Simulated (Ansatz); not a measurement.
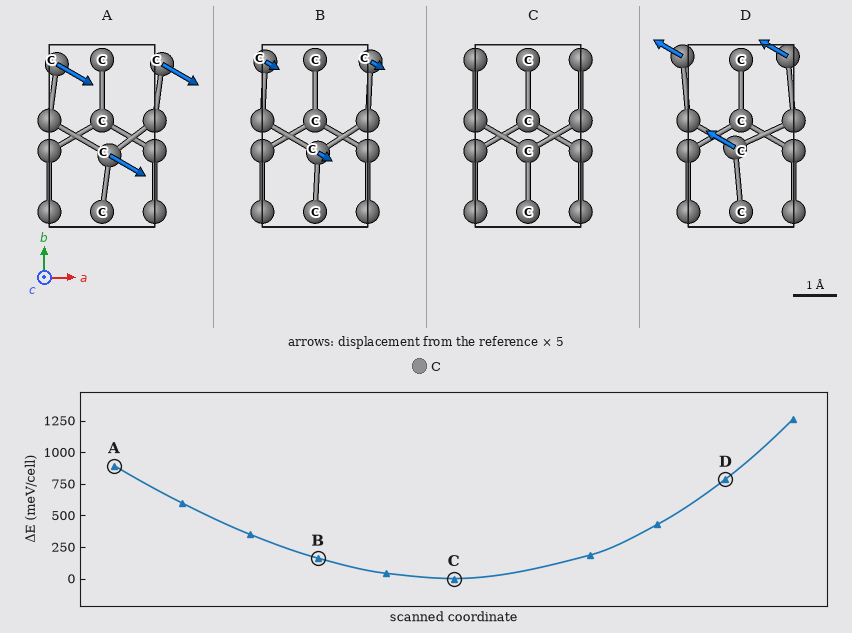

A scan of solid C (Fmmm) along one coordinate. The picture is a ball-and-stick view of the conventional cell (2 times the calculation's cell), seen along the c axis. Blue arrows: displacements from the reference. Lengths and directions refer to the drawn axes.

Theory: Ansatz 0.2.0, DFT PBE+D3(BJ), scalar-relativistic, plane waves, PAW. Settings: plane-wave cutoff 420 eV; k-point mesh 22 × 22 × 8; occupations gaussian; smearing width 0.15 eV; no spin polarisation. Energies (free energies at the smearing named) are counted from the relaxed crystal.

Question: Which coordinate changes from frame to frame?

Answer: A C atom (one in each cell of 4 atoms) is moved towards the nearest copy of atom 4 (C) at 1.423 Å, all else fixed. In the frames the displacement is −0.20 Å (A), −0.08 Å (B), 0.00 Å (C), 0.16 Å (D). The lowest computed point lies at the displacement 0.00 Å (0 meV/cell). The end points stand at 893 meV/cell (−0.20 Å) and 1263 meV/cell (0.20 Å). The curvature at zero is about 54 eV/Å². The well is lopsided: at ±0.20 Å the energy is 1.4 times higher on the positive side. At the highest point the shortest interatomic distance is 1.22 Å, against 1.42 Å in the reference. The distortion takes the space group from Fmmm to Pm.
